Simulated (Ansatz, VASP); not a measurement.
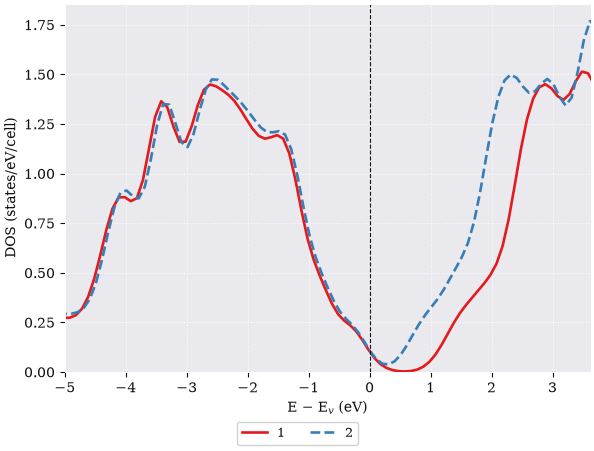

Total densities of states of diamond-type Si, space group Fd-3m (No. 227), 2 atoms in the primitive cell (cubic a = 5.444 Å), by two methods on the same cell. The DOS curves are built from the levels of the k mesh with Gaussians 0.55 eV wide, which also blur the band edges; ripples of that width can come from the mesh. Each is counted from its own valence-band top.

### Which curve is which? The methods: LAK (VASP), revPBE (Ansatz).

1 is LAK (VASP); 2 is revPBE (Ansatz). LAK (VASP) gives a gap of 1.17 eV and revPBE (Ansatz) gives a gap of 0.63 eV.

Settings. LAK (VASP): VASP PAW PBE potentials, release 64 (Si), no spin polarisation, no spin-orbit coupling, 8×8×8 k mesh, 520 eV cutoff, Fermi-Dirac smearing of 0.05 eV (VASP 6.6.1). revPBE (Ansatz): Ansatz PAW, no spin polarisation, no spin-orbit coupling, 8×8×8 k mesh, 420 eV cutoff, Fermi-Dirac smearing of 0.05 eV (Ansatz).

Gaps are the smallest over all k points computed. The two runs differ in program as well. The PAW data sets were made with another functional. LDA, GGA and most meta-GGA functionals understate gaps.
